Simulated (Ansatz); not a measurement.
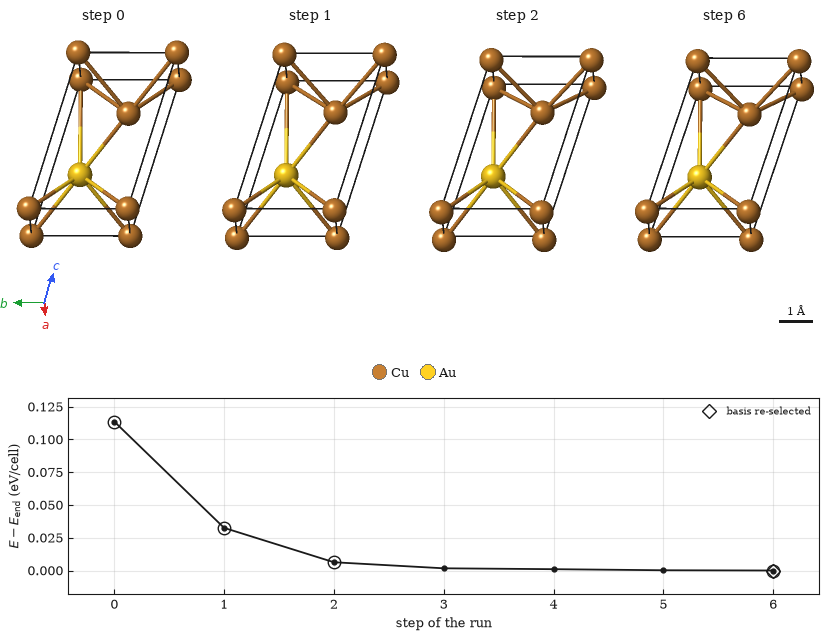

Frames of a relaxation of crystalline Cu2Au (set up in I4/mmm), marked on the history of the run. A ball-and-stick model of the cell of the calculation, seen from a free direction.

Case: 2 of 3 Au sites taken by Cu, cell and atoms relaxed.

All numbers below come from Ansatz 0.2.0, DFT PBE, scalar-relativistic, plane waves, PAW. Set-up: plane-wave cutoff 420 eV; k-point mesh 14 × 14 × 14; occupations gaussian; smearing width 0.1 eV; no spin polarisation; cell and atoms relaxed; force threshold 0.015 eV/Å; at most 60 steps.

What happens along the run?

After 5 accepted moves (6 points after the start) the energy has fallen by 0.114 eV per cell of the calculation. Largest force component: 0.9 eV/Å at the start, 0.0011 eV/Å at the end. The pressure goes from 3.65 to 0.01 GPa. The SCF was repeated once at an unchanged geometry on a basis and grid sized afresh for the cell, which shifted the energy by 0.2 meV per cell of the calculation at most. The largest moves relative to the cell, 0.099 Å, are those of Cu atoms. Au stays in place. Cell: a = b 3.024 → 3.110 Å (+2.9 %), c 5.015 → 4.872 Å (−2.9 %), α 107.5° → 108.6°, β 107.5° → 108.6°. Volume +1.4 %. Near-neighbour distances that change, for instance: Au–Cu 3.024 → 2.799 Å, Cu–Cu 2.619 → 2.530 Å, Au–Au 3.024 → 3.110 Å, Au–Cu 2.619 → 2.689 Å. The space group stays I4/mmm (No. 139). From step 0 to 1: Cu atoms move most (0.05 Å), volume +2.5 %, energy −81.1 meV per cell of the calculation. From step 1 to 2: Cu atoms move most (0.07 Å), volume −2.5 %, energy −26.2 meV per cell of the calculation. From step 2 to 6: Cu atoms move most (0.02 Å), volume +1.4 %, energy −6.3 meV per cell of the calculation.

```tsv
step	E − E(0), meV/atom	largest force component, eV/Å	pressure, GPa	volume, Å³/atom	note
0	0.00	0.8992	3.65	13.827	
1	-27.04	0.4007	-1.25	14.176	
2	-35.78	0.1139	1.81	13.826	
3	-37.32	0.0003	-0.04	14.008	
4	-37.54	0.0116	-0.16	14.025	
5	-37.81	0.0008	0.02	14.018	
6	-37.88	0.0011	0.01	14.018	same geometry, new basis
```
